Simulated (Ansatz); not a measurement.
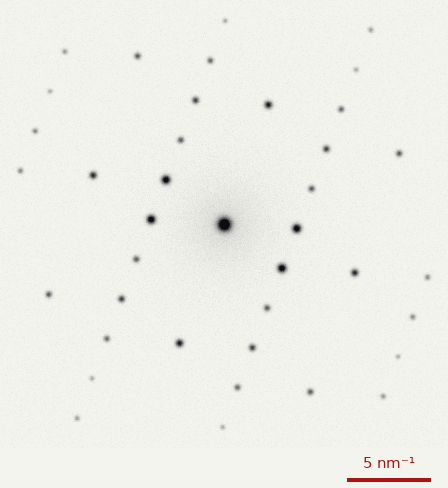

Kinematic zone-axis pattern, calculated for 200 keV electrons with B = 0.8 Å².

It belongs to Al, space group P6/mmm (No. 191), a = 4.52 Å, c = 2.80 Å (hexagonal axes). Structure: the geometry relaxed with DFT, LDA (PW92), plane waves (420 eV) with PAW, scalar-relativistic (Ansatz 0.2.0); the starting structure was generated, so it need not be a known form of this composition.

```
Al
1.0
     4.51880    0.00000    0.00000
    -2.25940    3.91340    0.00000
     0.00000    0.00000    2.79585
Al
3
Direct
  0.00000 0.00000 0.00000
  0.33333 0.66667 0.50000
  0.66667 0.33333 0.50000
```

**Determine the zone axis from the geometry of the pattern.**

The spots form a centred rectangular net whose two shortest vectors correspond to d = 3.91 Å and 2.27 Å, 73.1° apart. They index as 0 1 0 (itself too weak to see) and 1 0 -1, so the zone axis is ±[101] (or an equivalent direction of <101>).

**Which reflections of this zone are missing, and why?**

Reflections such as 0 1 0, 0 2 0, 2 -2 -2 are allowed but too weak to see at this display level.
